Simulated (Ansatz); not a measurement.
# Pd: what the electrons do

Space group Im-3m. This isn't the usual form at ambient conditions. The cell comes from a database of computed structures, not from a measurement.

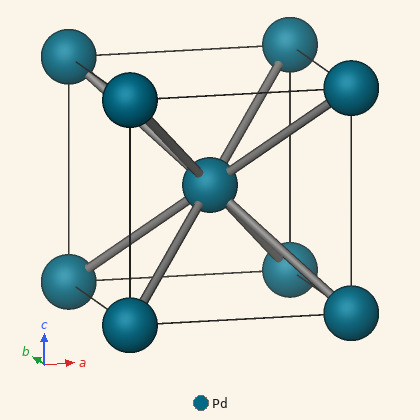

The conventional cell.

Input

```
crystal:
  lattice:
    - [-1.572281, 1.572281, 1.572281]
    - [1.572281, -1.572281, 1.572281]
    - [1.572281, 1.572281, -1.572281]
  atoms:
    - { symbol: Pd, position: [0.0, 0.0, 0.0] }
basis:
  ecutwfc: 500
  fft_grid_basis: typed
kpoints:
  mp_grid: { grid: [16, 16, 16] }
hamiltonian:
  xc: pbe
  pseudopotentials: { kind: paw }
scf:
  occupations: { method: gaussian, width: 0.05 }
output:
  forces: true
  stress: true
  eigenvalues: true
  bader: true
  write_density: true
  volumetric_format: npy
  elf: true
```

Run with:

```sh
ansatz run input.yaml --threads 1 --pin off --max-ram 2560MiB --backend cpu --events-out ev --progress --plain --runs-dir out
```

The picture shows the conventional cell (a = 3.14 Å, b = 3.14 Å, c = 3.14 Å, α = 90.00°, β = 90.00°, γ = 90.00°).

Level of theory: DFT PBE, scalar-relativistic, plane waves, PAW in Ansatz.

Core electrons are frozen (PAW), so the maps are meaningful between the atoms, not at the nuclei.

Part 1: Bonding charge

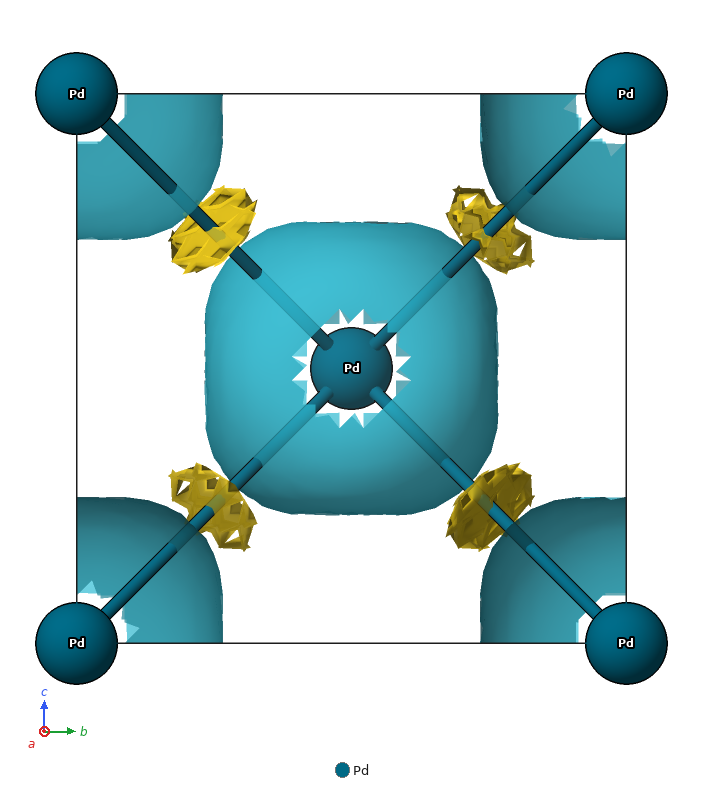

Density of the crystal less the sum of free-atom densities: yellow surfaces at +0.05 and cyan ones at −0.05 e/Å³, in the conventional cell seen along the a axis (the regions close to the nuclei are left out). Cores are masked to 0.9 Å (Pd).

Where does charge go when the atoms form this crystal?

Pd–Pd (2.72 Å): Δρ is +0.05 e/Å³ at the midpoint. Over the whole cell, outside the masked cores, the largest gain, 0.05 e/Å³, lies 1.4 Å from a palladium nucleus, and the largest loss lies at the edge of the masked core of Pd. The rearranged charge, half the integral of |Δρ|, is about 0.40 e an atom.

Part 2: Change of volume

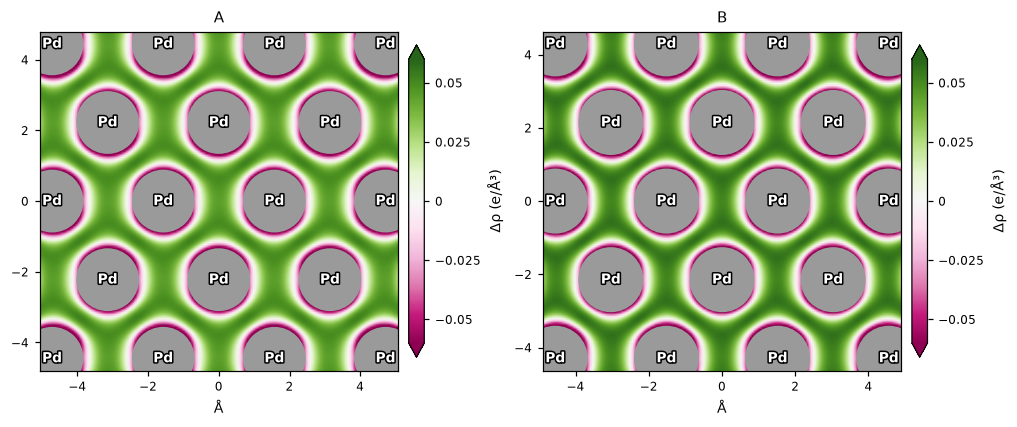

Pd: deformation density on the (101̄) plane of the conventional cell at two volumes, with the same fractional coordinates and one colour scale. Grey discs cover the cores. Panel B has 90 % of the volume of panel A.

What changes between the database cell and the scaled one?

From A to B, Pd–Pd goes from 2.72 to 2.63 Å, and Δρ at its midpoint from +0.05 to +0.06 e/Å³.
- The pressure is −1 GPa in A and 21 GPa in B.
- The rearranged charge is 0.40 e an atom in A and 0.40 e in B.

Part 3: Another level of theory

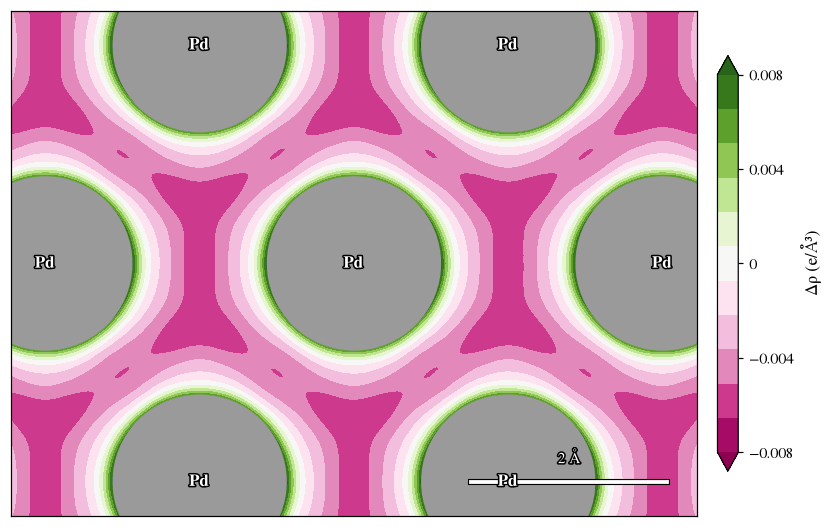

Pd: difference of two self-consistent densities at the same geometry, ρ(r2SCAN) − ρ(PBE), on the (101̄) plane of the conventional cell. Grey discs cover the cores, where the PAW densities can't be compared. Cores are masked to 0.9 Å (Pd).

Both runs: Ansatz, scalar-relativistic, plane waves and PAW, same cutoff, k-points and PAW files (made with PBE).

What differs between the two levels of theory?

Against PBE, and outside the masked cores, the largest gain lies at the edge of the masked core of Pd, and the largest loss, 0.006 e/Å³, lies 1.7 Å from a palladium nucleus. At this volume the pressure is −1 GPa with PBE and −5 GPa with r2SCAN.

Part 4: Putting it together

The two pressures give a mean stiffness −ΔP/Δln V of about 212 GPa over this range, with the atoms held at their fractional positions.

Run times: 12 s (base cell), 14 s (scaled cell) and 16 s (r2SCAN), on 1 thread of Arm Neoverse N1, on a shared host.
